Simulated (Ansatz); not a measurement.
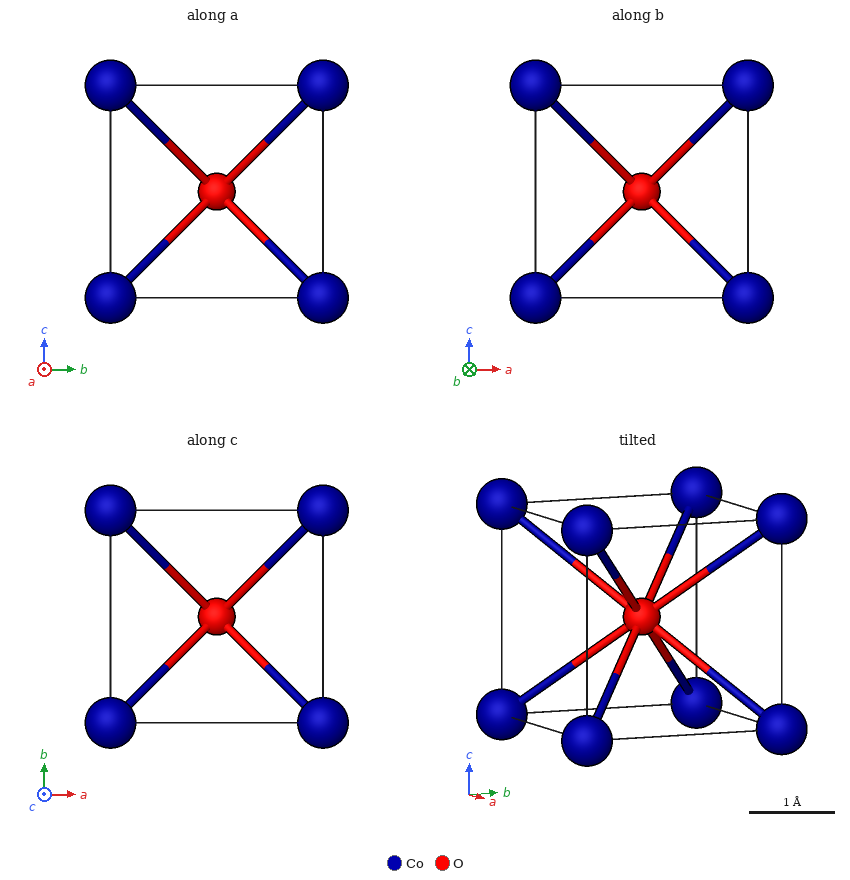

The figure gives a ball-and-stick picture of the atoms, viewed along the a axis, along the b axis, along the c axis and slightly off an axis. Thin lines show the conventional unit cell, with boundary atoms drawn in all their periodic places.

Lattice parameters: a = 2.5157 Å, b = 2.5157 Å, c = 2.5157 Å, α = 90.000°, β = 90.000°, γ = 90.000°.

> Put the structure into a CIF with its space group and independent sites.

```cif
data_structure
_symmetry_space_group_name_H-M 'P m -3 m'
_symmetry_Int_Tables_number 221
_cell_length_a 2.5157
_cell_length_b 2.5157
_cell_length_c 2.5157
_cell_angle_alpha 90.000
_cell_angle_beta 90.000
_cell_angle_gamma 90.000
_cell_volume 15.92
loop_
_atom_site_label
_atom_site_type_symbol
_atom_site_symmetry_multiplicity
_atom_site_Wyckoff_symbol
_atom_site_fract_x
_atom_site_fract_y
_atom_site_fract_z
_atom_site_occupancy
Co1 Co 1 a 0.0000 0.0000 0.0000 1
O1 O 1 b 0.5000 0.5000 0.5000 1
```

The cell started as a structure type filled with these elements by a generator (whether the compound takes this form wasn't checked). What is shown is the relaxed result from DFT PBEsol, scalar-relativistic, plane waves, PAW (Ansatz).
